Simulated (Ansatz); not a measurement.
TaN: single-point calculation (part 2 of 2)

TaN (P-62m, 54 atoms in the cell); DFT PBE, scalar-relativistic, plane waves, PAW, no spin polarisation (Ansatz 0.2.0); cutoff 420 eV, 3×3×2 k-mesh, Gaussian smearing of 0.05 eV. The structure derives from an entry of the Crystallography Open Database.

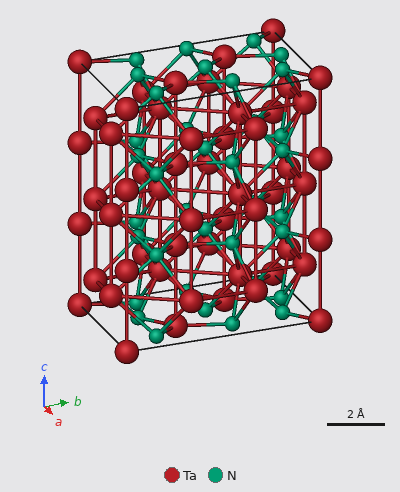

**Figure 1.** The structure as given in the input (ball-and-stick view of the cell of the calculation, seen slightly off an axis). An atom can appear more than once, as a periodic image.

Output, continued:
```
--- Forces (eV/Å), atoms counted from 1 ---
  atom   1  Ta     0.00000000     0.00000000    -0.00000000
  atom   2  Ta     0.00000000    -0.00000000    -0.00000000
  atom   3  Ta     0.00000000    -0.00000000     0.00000000
  atom   4  Ta     0.00000000    -0.00000000     0.00000000
  atom   5  Ta     0.00000000    -0.00000000     0.00000000
  atom   6  Ta     0.00000000    -0.00000000     0.00000000
  atom   7  Ta     0.00000000    -0.00000000     0.00000000
  atom   8  Ta     0.00000000    -0.00000000    -0.00000000
  atom   9  Ta     0.00000000    -0.00000000     0.00000000
  atom  10  Ta     0.00000000     0.00000000     0.00000000
  atom  11  Ta     0.00000000    -0.00000000    -0.00000000
  atom  12  Ta     0.00000000     0.00000000     0.00000000
  atom  13  Ta     0.00000000     0.00000000     0.00000000
  atom  14  Ta     0.00000000     0.00000000    -0.00000000
  atom  15  Ta     0.00000000     0.00000000    -0.00000000
  atom  16  Ta     0.00000000     0.00000000     0.00000000
  atom  17  Ta     0.00000000     0.00000000    -0.00000000
  atom  18  Ta     0.00000000     0.00000000    -0.00000000
  atom  19  Ta     0.00000000    -0.00000000     0.00000000
  atom  20  Ta     0.00000000     0.00000000     0.00000000
  atom  21  Ta     0.00000000    -0.00000000     0.00000000
  atom  22  Ta     0.00000000     0.00000000     0.00000000
  atom  23  Ta     0.00000000     0.00000000    -0.00000000
  atom  24  Ta     0.00000000    -0.00000000     0.00000000
  atom  25  Ta     0.00000000     0.00000000     0.00000000
  atom  26  Ta     0.00000000    -0.00000000     0.00000000
  atom  27  Ta     0.00000000     0.00000000     0.00000000
  atom  28  N      0.05003503     0.00000000    -0.00000000
  atom  29  N      0.05003503     0.00000000     0.00000000
  atom  30  N      0.05003503     0.00000000     0.00000000
  atom  31  N      0.05003503     0.00000000     0.00000000
  atom  32  N      0.05003503     0.00000000     0.00000000
  atom  33  N      0.05003503     0.00000000     0.00000000
  atom  34  N      0.05003503     0.00000000    -0.00000000
  atom  35  N      0.05003503     0.00000000     0.00000000
  atom  36  N      0.05003503     0.00000000     0.00000000
  atom  37  N     -0.02501752    -0.04333161     0.00000000
  atom  38  N     -0.02501752    -0.04333161     0.00000000
  atom  39  N     -0.02501752    -0.04333161    -0.00000000
  atom  40  N     -0.02501752    -0.04333161    -0.00000000
  atom  41  N     -0.02501752    -0.04333161    -0.00000000
  atom  42  N     -0.02501752    -0.04333161     0.00000000
  atom  43  N     -0.02501752    -0.04333161     0.00000000
  atom  44  N     -0.02501752    -0.04333161     0.00000000
  atom  45  N     -0.02501752    -0.04333161    -0.00000000
  atom  46  N     -0.02501752     0.04333161    -0.00000000
  atom  47  N     -0.02501752     0.04333161     0.00000000
  atom  48  N     -0.02501752     0.04333161     0.00000000
  atom  49  N     -0.02501752     0.04333161     0.00000000
  atom  50  N     -0.02501752     0.04333161     0.00000000
  atom  51  N     -0.02501752     0.04333161    -0.00000000
  atom  52  N     -0.02501752     0.04333161    -0.00000000
  atom  53  N     -0.02501752     0.04333161    -0.00000000
  atom  54  N     -0.02501752     0.04333161    -0.00000000
  max |Σ_I F_I| component: 6.21e-16 eV/Å
--- Band table (eV; the first three rows and the last of 6) ---
  k-point 0: bands = ["-49.6377", "-49.6151", "-49.6151", "-49.6151", "-49.6151", "-49.6039", "-49.6039", "-49.5928", "-49.5820", "-49.5820", ... 71 levels left out ..., "-15.6969", "-15.6969", "-15.6969", "-15.6969", "-15.6641", "-15.6641", "-15.6639", "-15.6639", "-15.6639", "-15.6639", "-15.6611", "-15.6611", "-15.6611", "-15.6611", "-15.6611", "-15.6611", "-15.6611", "-15.6611", "-15.5349", "-15.5349", "-15.5211", "-15.5211", "-15.5211", "-15.5211", "-15.0334", "-15.0334", "-15.0299", "1.3835", "2.8182",
      "2.8182", "2.8182", "2.8182", "2.9932", "2.9932", "3.3095", "3.3095", "3.3095", "3.3095", "3.6065", "3.6065", "3.6065", "3.6065", "3.6065", "3.6065", "3.6065", "3.6065", "3.6399", "3.6399", "3.6399", "3.6399", "3.7088", "3.7088", "4.0791", "4.0791", "10.3627", "11.4563", "11.4563", "11.4563", "11.4563", "11.5497", "11.5497", "11.6072", "11.6072", "11.6072", "11.6072", "11.6072", "11.6072", "11.6072", "11.6072",
      "11.7316", "11.7316", "11.9039", "11.9039", "11.9039", "11.9039", "12.0423", "12.0423", "12.0423", "12.0423", "12.9066", "12.9066", "12.9066", "12.9066", "12.9066", "12.9066", "12.9066", "12.9066", "13.0288", "13.0288", "13.0288", "13.0288", "13.1658", "13.1658", "13.2118", "13.2118", "13.2576", "13.6770", "13.6770", "13.6770", "13.6770", "13.8030", "13.8030", "13.8030", "13.8030", "13.9728", "13.9728", "13.9987", "13.9987", "14.6440",
      "14.6440", "14.6440", "14.6440", "14.7062", "14.7062", "14.7182", "14.7182", "14.7182", "14.7182", "14.7898", "14.7898", "14.7898", "14.7898", "14.9839", "14.9839", "15.1276", "15.1276", "15.1276", "15.1276", "15.1276", "15.1276", "15.1276", "15.1276", "15.4683", "15.6882", "15.6882", "16.0220", "16.0220", "16.3784", "17.1447", "17.1447", "17.1447", "17.1447", "17.3802", "17.3802", "17.3802", "17.3802", "17.7897", "17.7897", "17.7897",
      "17.7897", "17.7897", "17.7897", "17.7897", "17.7897", "17.8287", "17.8599", "17.8599", "17.8599", "17.8599", "18.8116", "18.8116", "19.9216", "19.9216", "20.3388", "20.3388", "20.9439", "20.9439", "21.3060", "21.3060", "21.3060", "21.3060", "21.3060", "21.3060", "21.3060", "21.3060", "21.3173", "21.3173", "21.3173", "21.3173", "21.4235", "21.4235", "21.4235", "21.4235", "21.5666", "21.6230", "21.6230", "21.6442", "21.6442", "21.7965",
      "21.7965", "21.9383", "21.9383", "21.9383", "21.9383", "21.9840", "21.9840", "21.9840", "21.9840", "22.0895", "22.0895"]
  k-point 1: bands = ["-49.6265", "-49.6265", "-49.6041", "-49.6041", "-49.6041", "-49.6041", "-49.6041", "-49.6041", "-49.6041", "-49.6041", ... 71 levels left out ..., "-15.6950", "-15.6794", "-15.6794", "-15.6794", "-15.6794", "-15.6794", "-15.6794", "-15.6794", "-15.6794", "-15.6712", "-15.6712", "-15.6710", "-15.6710", "-15.6617", "-15.6617", "-15.6617", "-15.6617", "-15.6548", "-15.6548", "-15.6548", "-15.6548", "-15.2027", "-15.2027", "-15.2014", "-15.2014", "-15.2014", "-15.2014", "1.8830", "1.8830",
      "3.0981", "3.0981", "3.0981", "3.0981", "3.0981", "3.0981", "3.0981", "3.0981", "3.1548", "3.1548", "3.4818", "3.4818", "3.5883", "3.5883", "3.5883", "3.5883", "3.6568", "3.8334", "3.8334", "3.8334", "3.8334", "3.9393", "3.9393", "3.9393", "3.9393", "10.7135", "11.2462", "11.2462", "11.5546", "11.5546", "11.5546", "11.5546", "11.5930", "11.5930", "11.5930", "11.5930", "11.6392", "11.6392", "11.6392", "11.6392",
      "11.6392", "11.6392", "11.6392", "11.6392", "11.8560", "11.8560", "12.4209", "12.4209", "12.4209", "12.4209", "12.4957", "12.4957", "12.6992", "12.6992", "12.6992", "12.6992", "12.7681", "12.7681", "12.9176", "12.9176", "13.1657", "13.1657", "13.4636", "13.4636", "13.7103", "13.7103", "13.7103", "13.7103", "13.7103", "13.7103", "13.7103", "13.7103", "13.8349", "13.8349", "13.8349", "13.8349", "14.0213", "14.0213", "14.0213", "14.0213",
      "14.3434", "14.4060", "14.4060", "14.5202", "14.5202", "14.5202", "14.5202", "14.8437", "14.8437", "14.8437", "14.8437", "14.8437", "14.8437", "14.8437", "14.8437", "14.9048", "14.9048", "14.9048", "14.9048", "15.2355", "15.2355", "15.3830", "15.6979", "15.6979", "15.6979", "15.6979", "16.8641", "16.8641", "16.9184", "16.9184", "16.9184", "16.9184", "17.1862", "17.1862", "17.1862", "17.1862", "17.3896", "17.3896", "17.7309", "17.7309",
      "17.7309", "17.7309", "17.7309", "17.7309", "17.7309", "17.7309", "18.0122", "18.0122", "18.0808", "18.0808", "18.0808", "18.0808", "18.9778", "18.9778", "20.7517", "20.7517", "20.7517", "20.7517", "21.1542", "21.1542", "21.1542", "21.1542", "21.1542", "21.1542", "21.1542", "21.1542", "21.1917", "21.1917", "21.1917", "21.1917", "21.5345", "21.5345", "21.5345", "21.5345", "21.6528", "21.6528", "21.6929", "21.6929", "21.6929", "21.6929",
      "21.6962", "21.9444", "21.9444", "22.0118", "22.0118", "22.2413", "22.2413", "22.2413", "22.2413", "22.2955", "22.2955"]
  k-point 2: bands = ["-49.6342", "-49.6252", "-49.6217", "-49.6086", "-49.6051", "-49.6005", "-49.6005", "-49.5963", "-49.5919", "-49.5919", ... 71 levels left out ..., "-15.7218", "-15.7193", "-15.7012", "-15.6892", "-15.6830", "-15.6713", "-15.6713", "-15.6708", "-15.6698", "-15.6698", "-15.6668", "-15.6668", "-15.6663", "-15.6663", "-15.6643", "-15.6643", "-15.6580", "-15.6580", "-15.5269", "-15.5269", "-15.5210", "-15.5210", "-15.5202", "-15.5202", "-15.0330", "-15.0326", "-15.0309", "1.6194", "2.2166",
      "2.5406", "2.9575", "3.0703", "3.0703", "3.2292", "3.2292", "3.2746", "3.2746", "3.3105", "3.5856", "3.5856", "3.6165", "3.6165", "3.6289", "3.6289", "3.6375", "3.6375", "3.6387", "3.6387", "3.6444", "3.6444", "3.8367", "3.8571", "3.8666", "4.0256", "10.5860", "11.0395", "11.0429", "11.2750", "11.2750", "11.2868", "11.2868", "11.4233", "11.4233", "11.5008", "11.6191", "11.6191", "11.7281", "11.8591", "11.8591",
      "11.8803", "12.0760", "12.0760", "12.1815", "12.1859", "12.1859", "12.2106", "12.2106", "12.3362", "12.4917", "12.4917", "12.5093", "12.5093", "12.7447", "12.7447", "12.8104", "12.8104", "12.8823", "12.8823", "13.0165", "13.0165", "13.1461", "13.1461", "13.3117", "13.3405", "13.4487", "13.4487", "13.6662", "13.6662", "13.7269", "13.7269", "13.8437", "13.8437", "13.8808", "13.9338", "13.9482", "13.9482", "13.9592", "13.9649", "14.0586",
      "14.1387", "14.3213", "14.4761", "14.4761", "14.5197", "14.6947", "14.6947", "14.8148", "14.9156", "14.9156", "14.9434", "14.9802", "14.9802", "15.0282", "15.0595", "15.1178", "15.1178", "15.2831", "15.2831", "15.3180", "15.3838", "15.4542", "15.5141", "15.5141", "15.7208", "15.7663", "15.8903", "15.8996", "16.0316", "16.7608", "16.9221", "16.9708", "17.1589", "17.2471", "17.2471", "17.3462", "17.3462", "17.3786", "17.3786", "17.5354",
      "17.5354", "17.7344", "17.7344", "17.7423", "17.9211", "17.9211", "18.5354", "18.6565", "18.6565", "18.7250", "18.7250", "19.6018", "19.6018", "20.0334", "20.5308", "20.5308", "20.6290", "20.7522", "20.7749", "20.7840", "20.7840", "20.8817", "20.8846", "20.8960", "20.8960", "20.9293", "20.9379", "20.9379", "21.1493", "21.1493", "21.1586", "21.1586", "21.3418", "21.6128", "21.6413", "21.6623", "21.6623", "21.7970", "21.8171", "21.8427",
      "21.8427", "21.8933", "21.8947", "21.8947", "22.0669", "22.0669", "22.1229", "22.1229", "22.1643", "22.1643", "22.2156"]
  k-point 5: bands = ["-49.6170", "-49.6170", "-49.6170", "-49.6170", "-49.6170", "-49.6170", "-49.5913", "-49.5913", "-49.5913", "-49.5913", ... 71 levels left out ..., "-15.6976", "-15.6976", "-15.6976", "-15.6976", "-15.6976", "-15.6976", "-15.6766", "-15.6766", "-15.6766", "-15.6766", "-15.6766", "-15.6766", "-15.6714", "-15.6714", "-15.6714", "-15.6700", "-15.6700", "-15.6700", "-15.6504", "-15.6504", "-15.6504", "-15.2010", "-15.2010", "-15.2010", "-15.2010", "-15.2010", "-15.2010", "2.4380", "2.4380",
      "2.4380", "2.4380", "2.4380", "2.4380", "3.2873", "3.2873", "3.2873", "3.4924", "3.4924", "3.4924", "3.4924", "3.4924", "3.4924", "3.5861", "3.5861", "3.5861", "3.8536", "3.8536", "3.8536", "3.8536", "3.8536", "3.8536", "3.8791", "3.8791", "3.8791", "10.9419", "10.9419", "10.9419", "11.2168", "11.2168", "11.2168", "11.2168", "11.2168", "11.2168", "11.7991", "11.7991", "11.7991", "11.7991", "11.7991", "11.7991",
      "11.8617", "11.8617", "11.8617", "12.0522", "12.0522", "12.0522", "12.2660", "12.2660", "12.2660", "12.7364", "12.7364", "12.7364", "12.8710", "12.8710", "12.8710", "12.8710", "12.8710", "12.8710", "13.0315", "13.0315", "13.0315", "13.0315", "13.0315", "13.0315", "13.6312", "13.6312", "13.6312", "13.6312", "13.6312", "13.6312", "13.7236", "13.7236", "13.7236", "13.8154", "13.8154", "13.8154", "13.8154", "13.8154", "13.8154", "14.4147",
      "14.4147", "14.4147", "14.4147", "14.4147", "14.4147", "14.5168", "14.5168", "14.5168", "14.7053", "14.7053", "14.7053", "14.7053", "14.7053", "14.7053", "15.0442", "15.0442", "15.0442", "15.6556", "15.6556", "15.6556", "15.6687", "15.6687", "15.6687", "15.6687", "15.6687", "15.6687", "16.5563", "16.5563", "16.5563", "16.9579", "16.9579", "16.9579", "16.9579", "16.9579", "16.9579", "17.4200", "17.4200", "17.4200", "17.4686", "17.4686",
      "17.4686", "17.4686", "17.4686", "17.4686", "18.1093", "18.1093", "18.1093", "18.1093", "18.1093", "18.1093", "19.3553", "19.3553", "19.3553", "20.0440", "20.0440", "20.0440", "20.0440", "20.0440", "20.0440", "20.6312", "20.6312", "20.6312", "20.9233", "20.9233", "20.9233", "20.9233", "20.9233", "20.9233", "21.2284", "21.2284", "21.2284", "21.4061", "21.4061", "21.4061", "21.4061", "21.4061", "21.4061", "21.9076", "21.9076", "21.9076",
      "21.9076", "21.9076", "21.9076", "22.2358", "22.2358", "22.2358", "22.2358", "22.2358", "22.2358", "22.4104", "22.4104"]
```
